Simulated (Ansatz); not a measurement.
**Ti: density, localisation and related maps**

Input file:

```
crystal:
  lattice:
    - [4.7979431205, 0.0, 0.0]
    - [-2.3989715603, 4.1551406283, 0.0]
    - [0.0, 0.0, 4.7539398095]
  atoms:
    - { symbol: Ti, position: [0.6666666667, 0.3333333333, 1.7561e-06] }
    - { symbol: Ti, position: [0.3333333333, 0.6666666667, 0.5000017561] }
    - { symbol: Ti, position: [0.6666666667, 0.3333333333, 0.4999982439] }
    - { symbol: Ti, position: [0.3333333333, 0.6666666667, 0.9999982439] }
basis:
  ecutwfc: 500
kpoints:
  mp_grid: { grid: [12, 12, 10] }
hamiltonian:
  xc: r2scan
scf:
  occupations: { method: gaussian, width: 0.1 }
output:
  forces: true
  stress: true
  eigenvalues: true
  write_density: true
  write_potential: true
  elf: true
  volumetric_format: npy
relax:
  adjacent_minimum: "off"
  f_tol: 0.01
  max_steps: 60
  cell: { stress_tol: 0.1 }
```

Command:

```sh
ansatz run input.yaml --threads 1 --pin off --max-ram 2560MiB --backend cpu --events-out ev --progress --plain --runs-dir out
```

The fields are those of the run's last geometry, not of the input's.

Space group P6/mmm; computed without spin polarisation.

Computed with DFT r2SCAN, scalar-relativistic, plane waves, PAW (Ansatz 0.2.0).

The density is the valence pseudo-density of a PAW calculation; it isn't the true density close to the nuclei.

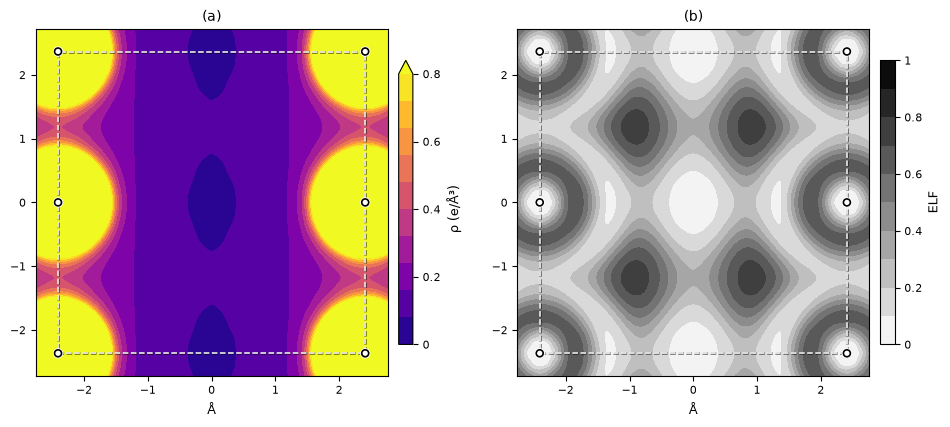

Figure 1. (a) valence pseudo-density; (b) electron localisation function on the (100) plane of the calculation cell. Circles mark the nuclei in the plane (Ti).

Q: What do the fields say about this system?

A:
- Atoms in the plane: Ti.
- Ti–Ti (2.37 Å): ρ at the midpoint is about 0.4 e/Å³; the ELF is about 0.20 at the midpoint (no shared electron pair shows on this line).
- Between the atoms the lowest density in this plane is 0.07 e/Å³.
- The features right at Ti lie inside the PAW spheres, where the map follows smoothed inner orbitals and isn't to be read closely.

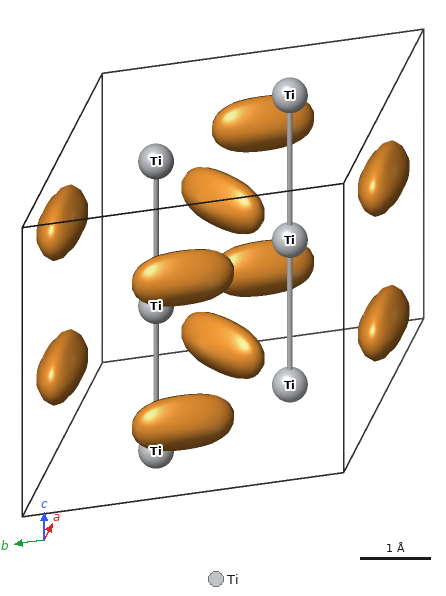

Figure 2. Isosurface of the ELF at 0.75 (orange), seen at an oblique angle. Core shells and regions of very low density are left out. Sticks mark near contacts.

Q: Where are the electrons localised?

A: The surface consists of six pockets between the atoms, centred on no nucleus (multi-centre or interstitial), counted in one cell of 4 atoms. Any copies at cell faces, edges or corners count once. There are no localised bonds or lone pairs at this value.

Q: Metal or insulator at this level of theory?

A: It is metallic or semimetallic at this level of theory: no gap opens.
